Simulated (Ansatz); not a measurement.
Sn9O16 (charge +2): single-point calculation

Sn9O16 (defect cell, 25 atoms in the cell, total charge +2), computed with DFT, PBE, dispersion d3bjatm, plane waves, PAW, no spin polarisation (Ansatz 0.2.0).

The structure derives from a Materials Project entry.

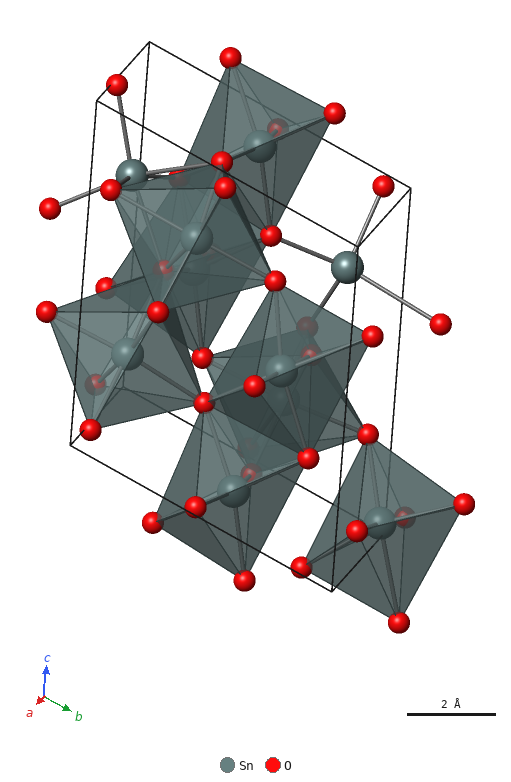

**Figure 1.** The structure as given in the input (polyhedral view of the cell of the calculation, seen slightly off an axis; polyhedra are completed across the faces of the cell). An atom can appear more than once, as a periodic image.

## The input
```yaml
crystal:
  lattice:
    - [-4.8271903445, -4.8271903445, 0.0]
    - [-4.8271903445, 4.8271903445, 0.0]
    - [4.8271903445, 0.0, -6.4763045098]
  atoms:
    - { symbol: Sn, position: [0.128225927, 0.6154383909, 0.2452707701] }
    - { symbol: Sn, position: [0.9026607619, 0.3883351975, 0.7490086835] }
    - { symbol: Sn, position: [0.6317322544, 0.1194744723, 0.2526886158] }
    - { symbol: Sn, position: [0.2777061018, 0.8385342666, 0.7490116378] }
    - { symbol: Sn, position: [0.7418689816, 0.7084862685, 0.4729028632] }
    - { symbol: Sn, position: [0.4978156616, 0.5226733109, 0.00336362] }
    - { symbol: Sn, position: [0.243253984, 0.2682496735, 0.4946480845] }
    - { symbol: Sn, position: [1.0178165999, 0.9842365833, 0.0251722427] }
    - { symbol: O, position: [0.1075224956, 0.9302848088, 0.2741219206] }
    - { symbol: O, position: [0.8929669116, 0.6865397424, 0.7489531338] }
    - { symbol: O, position: [0.5824396846, 0.4055613769, 0.2240159634] }
    - { symbol: O, position: [0.3301442059, 0.2061295617, 0.749103828] }
    - { symbol: O, position: [0.1636451619, 0.3129663506, 0.2444217743] }
    - { symbol: O, position: [0.8993323083, 0.0603032555, 0.7489841857] }
    - { symbol: O, position: [0.6680950816, 0.8177727256, 0.2534989609] }
    - { symbol: O, position: [0.4026160724, 0.5714648345, 0.7489950883] }
    - { symbol: O, position: [0.457880007, 0.7634651552, 0.4936265224] }
    - { symbol: O, position: [0.1968223704, 0.5307876122, 0.0052765429] }
    - { symbol: O, position: [0.9403990637, 0.2743808248, 0.4926707929] }
    - { symbol: O, position: [0.7133051633, 0.0195170064, 0.004441391] }
    - { symbol: O, position: [0.0249985363, 0.6633816435, 0.4576351061] }
    - { symbol: O, position: [0.7919368245, 0.4401592348, -0.0275955082] }
    - { symbol: O, position: [0.5684348553, 0.2166747355, 0.5257752246] }
    - { symbol: O, position: [0.3162502098, -0.0450894332, 0.040347864] }
    - { symbol: Sn, position: [0.5991929729, 1.0803409404, 0.748816612] }
  host:
    lattice:
      - [4.8271903445, 0.0, 0.0]
      - [0.0, 4.8271903445, 0.0]
      - [0.0, 0.0, 3.2381522549]
    atoms:
      - { symbol: Sn, position: [0.5, 0.5, 0.5] }
      - { symbol: Sn, position: [0.0, 0.0, 0.0] }
      - { symbol: O, position: [0.1934234769, 0.8065765231, 0.5] }
      - { symbol: O, position: [0.8065765231, 0.1934234769, 0.5] }
      - { symbol: O, position: [0.3065765231, 0.3065765231, 0.0] }
      - { symbol: O, position: [0.6934234769, 0.6934234769, 0.0] }
  symmetry: { detect: false }
total_charge: 2
basis:
  ecutwfc: 420
  xc_grid: 2
kpoints:
  mp_grid: { grid: [3, 3, 3], shift: [0.0, 0.0, 0.0] }
hamiltonian:
  xc: pbe
  dispersion: d3bjatm
scf:
  occupations: { method: gaussian, width: 0.01 }
output:
  forces: true
  eigenvalues: true
```

Machine: 4 threads of Arm Neoverse V2, 24 GiB of memory available, shared host.

Launched with:
```bash
ansatz run input.yaml --threads 4 --pin off --max-ram 10240MiB --backend cpu --events-out ev --progress --plain --runs-dir out
```

## The program's output
```
Engine: ansatz 0.2.0, aarch64-unknown-linux-gnu
Pseudopotentials: kind: paw
Pseudopotential: Sn, paw, valence charge 14, recommended cutoff 420 eV (normal), Sn.paw.azcp
Pseudopotential: O, paw, valence charge 6, recommended cutoff 420 eV (normal), O.paw.azcp
Functional definition: PBE
  parameter kappa = 0.804
  parameter beta = 0.06672455060314922
  exchange = pbe_x(kappa = kappa, mu = beta*pi^2/3)
  correlation = pbe_c(beta = beta)
Crystal: 25 atoms, lattice volume = 301.819 Å³
Basis set: ecut = 420 eV, 5921 PW (Γ), exchange–correlation on 96×96×108 points (8 copies of the dense FFT grid, shifted against one another)
Bands: 135, of which v1, the nominal top of the filled ones, is band 110 counted from 1 (109 counted from 0)
Symmetry: 1 space group operations
k-points: 14 of 27 (time reversal used)
Non-local potential: Sn, projectors of the file, l = 0: 2, l = 1: 2, l = 2: 2, l = 3: 2
Non-local potential: O, projectors of the file, l = 0: 2, l = 1: 2, l = 2: 1
PAW form: soft (Blöchl's): semilocal exchange-correlation on the pseudo side does not see the compensation charge
PAW one-centre angular grid: Sn, 590 points (default); XC on 64 Gauss nodes
PAW one-centre angular grid: O, 110 points (default); XC on 64 Gauss nodes
Initial density: superposition of atomic densities (neutral atoms scaled as one to the charged cell's electrons: chi_scale 0, normalization atom), corrected by the library's trained network
Initial wavefunctions: pseudopotential atomic-orbital guess
Functional: x = pbe(κ = 0.804, μ = 0.2195149727645171), c = pbe(β = 0.06672455060314922)
SCF iter   1: F=—  HF=-63321.067605 eV  |F-HF|=—  |Δ(HF+E_count)|=         —  Δρ=2.31e-2  dr2=1.18e0  ethr=1.77e-3  ⟨swp⟩=6.1  Hψ=7533  notcnv=0  defer=40
preconditioner: auto → Resta (q_TF=auto, 2.588 Å⁻¹)  ε∞=3.6  [insulator: Δε(μ)=0.590 eV  Ē_g=19.560 eV  σ=0.010 eV  W_gap=1.00  n_scr=84 (ndim 8)  ℏωp=31.7 eV  f_vac=0.031  D(μ)=0.00/eV (n_scr^D=0)  ε∞_Penn≈3.6]
SCF iter   2: F=—  HF=-63320.621246 eV  |F-HF|=—  |Δ(HF+E_count)|=   4.46e-1  Δρ=8.87e-3  dr2=2.01e-1  ethr=5.37e-4  ⟨swp⟩=3.0  Hψ=3828  notcnv=0  defer=246
SCF iter   3: F=—  HF=-63320.521833 eV  |F-HF|=—  |Δ(HF+E_count)|=   9.94e-2  Δρ=3.54e-3  dr2=4.04e-2  ethr=9.15e-5  ⟨swp⟩=2.3  Hψ=3278  notcnv=0  defer=134
automatic band count: iteration 3 solves 127 bands in place of 135: the levels show a gap, and the empty bands left out lie too high to hold charge; the band table lists the bands solved (type scf.n_extra_bands for more)
SCF iter   4: F=—  HF=-63320.509021 eV  |F-HF|=—  |Δ(HF+E_count)|=   1.28e-2  Δρ=1.52e-3  dr2=6.96e-3  ethr=1.83e-5  ⟨swp⟩=2.3  Hψ=2592  notcnv=0  defer=134
SCF iter   5: F=—  HF=-63320.507622 eV  |F-HF|=—  |Δ(HF+E_count)|=   1.40e-3  Δρ=5.28e-4  dr2=8.08e-4  ethr=3.16e-6  ⟨swp⟩=2.0  Hψ=2630  notcnv=0  defer=134
SCF iter   6: F=—  HF=-63320.507662 eV  |F-HF|=—  |Δ(HF+E_count)|=   4.00e-5  Δρ=2.13e-4  dr2=1.34e-4  ethr=3.67e-7  ⟨swp⟩=2.0  Hψ=2453  notcnv=0  defer=134
SCF iter   7: F=—  HF=-63320.507727 eV  |F-HF|=—  |Δ(HF+E_count)|=   6.43e-5  Δρ=1.44e-4  dr2=5.93e-5  ethr=6.11e-8  ⟨swp⟩=2.0  Hψ=2542  notcnv=0  defer=134
SCF iter   8: F=—  HF=-63320.507637 eV  |F-HF|=—  |Δ(HF+E_count)|=   8.93e-5  Δρ=2.84e-5  dr2=2.30e-6  ethr=2.70e-8  ⟨swp⟩=2.1  Hψ=2446  notcnv=0  defer=134
SCF iter   9: F=—  HF=-63320.507642 eV  |F-HF|=—  |Δ(HF+E_count)|=   4.41e-6  Δρ=1.60e-5  dr2=8.23e-7  ethr=1.04e-9  ⟨swp⟩=2.0  Hψ=2610  notcnv=0  defer=134
SCF iter  10: F=—  HF=-63320.507642 eV  |F-HF|=—  |Δ(HF+E_count)|=   1.42e-7  Δρ=1.17e-5  dr2=3.88e-7  ethr=3.74e-10  ⟨swp⟩=2.0  Hψ=2618  notcnv=0  defer=134
SCF iter  11: F=-63320.507642 eV  HF=-63320.507642 eV  |F-HF|=1.16e-8  |Δ(HF+E_count)|=   2.80e-8  Δρ=4.23e-6  dr2=5.78e-8  ethr=4.55e-11  ⟨swp⟩=10.3  Hψ=7384  notcnv=0
SCF 1 converged in 11 iterations: F = -63320.507642 eV  dr2 = 5.78e-8
  greatest PAW one-centre occupation: 0.996 electrons in one spin orbital (limit 2), on the Sn atom at site 4 (counted from 0), in its partial waves of l = 2
```

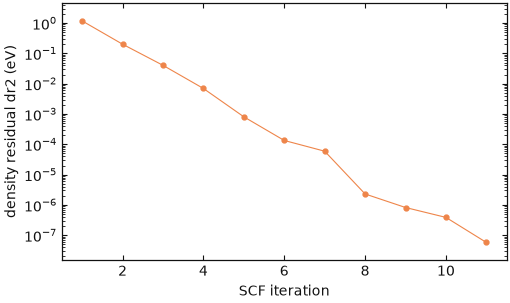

**Figure 2.** Convergence of the self-consistent field: density residual dr2 against the SCF iteration. The residual falls at every step.

```
SCF converged after 11 iterations
Free energy (F): -63320.507642 eV
Harris-Foulkes:  -63320.507642 eV  (|F-HF|=1.16e-8)
Internal energy: -63320.507642 eV  (E = F + TS)
E sigma→0 (E₀):  -63320.507642 eV
Fermi energy:    12.537926 eV
--- Per-component energies (eV) ---
  E_band       = -439.126853
  E_kinetic    = 4498.665888
  E_local      = -11898.690110  (includes V_loc(G=0)·N_el)
  E_nonlocal   = 500.982434
  E_hartree    = 6349.871755
  E_xc         = -4588.448195
  E_vxc        = -2333.599868  (∫ρ·V_xc dr)
  E_paw        = -39844.913320  (= ΣΔE_a)
  E_vpaw       = -3906.264724  (= ΣTr[D̂ρ^β])
  E_aug_tail   = 0.038790  (compensation charges beyond the density's cutoff)
  E_ewald      = -18332.435204
  E_disp       = -5.579680  (pairwise vdW)
  E_smearing   = -0.000000  (= −TS)
  E_closure    = 0.000000  (closes the sum)
  E_deformation_potential = 36.784810  (in the stress; not in F)
  Σ components = -63320.507642   (vs F -63320.507642, Δ=0.00e0)
--- Forces (eV/Å), atoms counted from 1 ---
  atom   1  Sn    -0.00430034     0.00179583     0.00212915
  atom   2  Sn     0.00645166    -0.00597594    -0.00426245
  atom   3  Sn    -0.00437309    -0.00237430     0.00028063
  atom   4  Sn    -0.01248871     0.00384591     0.00045303
  atom   5  Sn     0.00348624     0.00068385     0.01552512
  atom   6  Sn     0.00196218     0.00608201    -0.01085272
  atom   7  Sn    -0.00156388     0.00302011     0.00719483
  atom   8  Sn     0.00016127     0.00516366    -0.01026372
  atom   9  O      0.00317595    -0.00471296    -0.00420647
  atom  10  O      0.00920484     0.00201485    -0.00251757
  atom  11  O      0.01017368    -0.01257922     0.00467111
  atom  12  O      0.01260559    -0.00272687     0.00424835
  atom  13  O     -0.00160681     0.00370175     0.00263956
  atom  14  O     -0.00086407    -0.00473391     0.00201289
  atom  15  O     -0.00383617     0.00448849    -0.00791548
  atom  16  O     -0.00855710     0.01053234     0.00086837
  atom  17  O     -0.01047620     0.00702398    -0.00862789
  atom  18  O     -0.00733620    -0.01066416     0.00119207
  atom  19  O     -0.00697308    -0.00969696    -0.00117084
  atom  20  O      0.00562329    -0.00105700     0.00324213
  atom  21  O     -0.00403212     0.00220280    -0.00378771
  atom  22  O      0.00401923     0.00828911     0.00282102
  atom  23  O     -0.00034859     0.00778735     0.00415084
  atom  24  O     -0.00428417     0.00061849     0.00514900
  atom  25  Sn     0.01420360    -0.01270856    -0.00297314
  max |Σ_I F_I| component: 2.70e-5 eV/Å
--- Band table (eV; the first three rows and the last of 14) ---
  k-point 0: bands = ["-11.0882", "-10.8168", "-10.7986", "-10.7414", "-10.6425", "-10.5416", "-10.5220", "-10.4281", "-10.4105", "-10.3770", "-10.3399", "-10.2953", "-10.2643", "-10.2519", "-10.2086", "-10.1382", "-10.0599", "-10.0235", "-9.9907", "-9.9577", "-9.9299", "-9.9077", "-9.8772", "-9.8405", "-9.8370", "-9.8327", "-9.8063", "-9.7970", "-9.7905", "-9.7775", "-9.7676", "-9.7622", "-9.7419", "-9.7343", "-9.7267", "-9.7171", "-9.7092", "-9.6966", "-9.6835", "-9.6697", "-9.6544", "-9.5054", "-9.4969", "-9.3757", "-9.2610", "-8.8392", "-7.5481", "-7.2322", "-7.1498", "-7.1167", "-6.9610", "-6.9071", "-6.8393", "-6.8300", "-6.7032", "-6.6688", "-6.1933", "-6.1763", "-5.8106", "-5.6015", "-5.2820", "2.0664", "2.7671", "2.9354", "3.1160", "3.2133", "3.3573", "3.5169", "3.8719", "5.2498", "5.3346", "5.4642", "5.8133", "5.8511", "5.9539", "6.2145", "6.2783", "6.4226", "6.4926", "6.5881", "6.6877", "6.8141", "6.8805", "6.9764", "7.0566", "7.2874", "7.3036", "7.3413", "7.3953", "7.6037", "7.7882", "7.8420", "8.0786", "8.1117", "8.1454", "8.4291", "8.6546", "8.7212", "8.7475", "8.7905", "8.9097", "8.9320", "9.0555", "9.0863", "9.1366", "9.2164", "9.4327", "9.4954", "9.5177", "10.3985", "12.8923", "14.1776", "14.4373", "14.4868", "14.8678", "14.9206", "15.0890", "15.7044", "15.9001", "15.9444", "17.2920", "17.5373", "17.7670", "18.2104", "18.3763", "18.6346", "19.3645"]
  k-point 1: bands = ["-11.0425", "-10.8596", "-10.7695", "-10.7601", "-10.6559", "-10.5814", "-10.5516", "-10.5061", "-10.3949", "-10.3538", "-10.3199", "-10.2812", "-10.2577", "-10.2120", "-10.1742", "-10.1051", "-10.0529", "-10.0234", "-9.9944", "-9.9693", "-9.9360", "-9.9116", "-9.8863", "-9.8653", "-9.8371", "-9.8130", "-9.7973", "-9.7873", "-9.7830", "-9.7763", "-9.7745", "-9.7573", "-9.7427", "-9.7364", "-9.7245", "-9.7126", "-9.7101", "-9.7026", "-9.6923", "-9.6771", "-9.6186", "-9.5088", "-9.5003", "-9.3720", "-9.2605", "-8.6781", "-8.0462", "-7.5166", "-7.4252", "-6.9982", "-6.9300", "-6.7945", "-6.7180", "-6.6846", "-6.4871", "-6.3617", "-6.1341", "-5.9954", "-5.9322", "-5.6878", "-5.4546", "2.0199", "2.2435", "2.4745", "2.5396", "3.3060", "4.0998", "4.2512", "4.4028", "5.1005", "5.4385", "5.5313", "5.6905", "5.7975", "6.0813", "6.1715", "6.2921", "6.4023", "6.4503", "6.6420", "6.7377", "6.8434", "6.9503", "7.0591", "7.1474", "7.2370", "7.2554", "7.3908", "7.4664", "7.5711", "7.6274", "7.6899", "7.8160", "7.9619", "8.0645", "8.2122", "8.4610", "8.5646", "8.6662", "8.7888", "8.8503", "8.9740", "9.0094", "9.0800", "9.1618", "9.2637", "9.4527", "9.4892", "9.5127", "11.5235", "12.9107", "13.9007", "14.1173", "14.3234", "14.5123", "14.6030", "15.2993", "15.7704", "16.3968", "16.7852", "17.0425", "17.2762", "17.6301", "18.1485", "18.2748", "18.5660", "18.7291"]
  k-point 2: bands = ["-11.0444", "-10.8590", "-10.7974", "-10.7575", "-10.7237", "-10.6071", "-10.5283", "-10.4938", "-10.4040", "-10.3528", "-10.2968", "-10.2635", "-10.2365", "-10.1930", "-10.1475", "-10.1003", "-10.0344", "-10.0108", "-9.9923", "-9.9641", "-9.9316", "-9.9023", "-9.8775", "-9.8527", "-9.8379", "-9.8059", "-9.7992", "-9.7961", "-9.7851", "-9.7821", "-9.7673", "-9.7578", "-9.7470", "-9.7368", "-9.7270", "-9.7125", "-9.7080", "-9.6994", "-9.6898", "-9.6794", "-9.6219", "-9.5115", "-9.5023", "-9.3739", "-9.2612", "-8.6124", "-7.9596", "-7.6036", "-7.4632", "-7.1326", "-7.0889", "-6.9495", "-6.7823", "-6.7479", "-6.5689", "-6.4481", "-6.0098", "-5.8994", "-5.6737", "-5.6010", "-5.3520", "2.4128", "2.6225", "2.8297", "2.9506", "3.3162", "3.4178", "3.8596", "4.1118", "5.0017", "5.1109", "5.2848", "5.5368", "5.7402", "5.8454", "5.9230", "6.0320", "6.1703", "6.3126", "6.4797", "6.5580", "6.7121", "6.8648", "6.9401", "7.1205", "7.2001", "7.3018", "7.5334", "7.6051", "7.8084", "8.0246", "8.1187", "8.2152", "8.3163", "8.3614", "8.5059", "8.5309", "8.5821", "8.6335", "8.7576", "8.7852", "8.8990", "8.9384", "8.9882", "9.1877", "9.3028", "9.4035", "9.4702", "9.5168", "11.6678", "13.1043", "13.9440", "14.3018", "14.6278", "14.8197", "15.0098", "15.1850", "15.5247", "15.9998", "16.5242", "17.2887", "17.5189", "17.6898", "17.7924", "18.4092", "18.6017", "18.7718"]
  k-point 13: bands = ["-11.0199", "-10.9005", "-10.8290", "-10.7633", "-10.7090", "-10.6868", "-10.5941", "-10.4406", "-10.4154", "-10.3740", "-10.2742", "-10.2318", "-10.1942", "-10.1475", "-10.0940", "-10.0645", "-10.0075", "-9.9800", "-9.9604", "-9.9475", "-9.9326", "-9.9103", "-9.8807", "-9.8565", "-9.8427", "-9.8190", "-9.7979", "-9.7889", "-9.7839", "-9.7702", "-9.7659", "-9.7568", "-9.7505", "-9.7347", "-9.7293", "-9.7116", "-9.7064", "-9.7013", "-9.6911", "-9.6760", "-9.6251", "-9.5177", "-9.5027", "-9.3657", "-9.2603", "-8.3590", "-8.1377", "-7.8715", "-7.6957", "-7.4464", "-7.2148", "-7.1333", "-6.9618", "-6.3720", "-6.3218", "-6.0243", "-5.9439", "-5.8167", "-5.6795", "-5.5474", "-5.4392", "2.5617", "2.7601", "2.9897", "3.0496", "3.3560", "3.6012", "3.7871", "4.1096", "4.6979", "4.7633", "5.0740", "5.1509", "5.3483", "5.4690", "5.8336", "5.9644", "6.1720", "6.2249", "6.3175", "6.4486", "6.7232", "6.8853", "7.0325", "7.2820", "7.4560", "7.5092", "7.7431", "7.8844", "7.9674", "8.0521", "8.1361", "8.2328", "8.3227", "8.4380", "8.4991", "8.5838", "8.6222", "8.7156", "8.7576", "8.8022", "8.8552", "8.9110", "9.0295", "9.1901", "9.2189", "9.3647", "9.4866", "9.5642", "12.2212", "13.4277", "13.7007", "14.1768", "14.3805", "14.6634", "15.2507", "15.3998", "15.8189", "16.1224", "16.5333", "17.2215", "17.3918", "17.6388", "17.7624", "18.0821", "18.1548", "18.5746"]
```

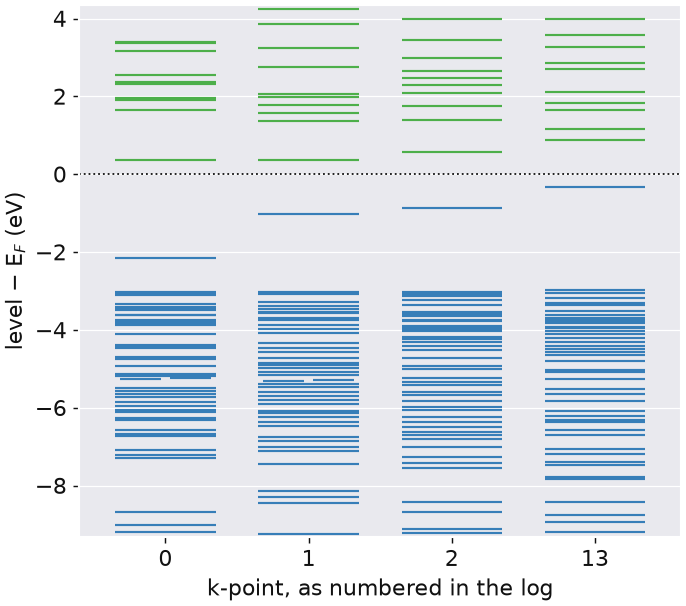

**Figure 3.** Kohn–Sham levels near the Fermi level (dotted) at the few k-points that the log prints; levels within 0.02 eV of each other stand side by side. Among these points the highest filled and lowest empty levels are 0.67 eV apart; the gap on the full mesh, 0.60 eV, has an edge at a point that isn't printed.

## Key numbers

- outcome: converged
- electrons treated: 220
- free energy: −63320.5076 eV
- Fermi energy: 12.538 eV
- gap on the k-point mesh: 0.60 eV
- largest force (length of the vector): 0.019 eV/Å
- wall time: 22 s (CPU time 87 s)
- peak memory: 1.2 GiB

## Notes

Settings chosen away from the usual ones: hamiltonian.dispersion set to d3bjatm; crystal.symmetry set to {"detect": false}. The cell is charged and computed with a neutralising background, so its energy and pressure depend on the cell and aren't those of a real crystal.
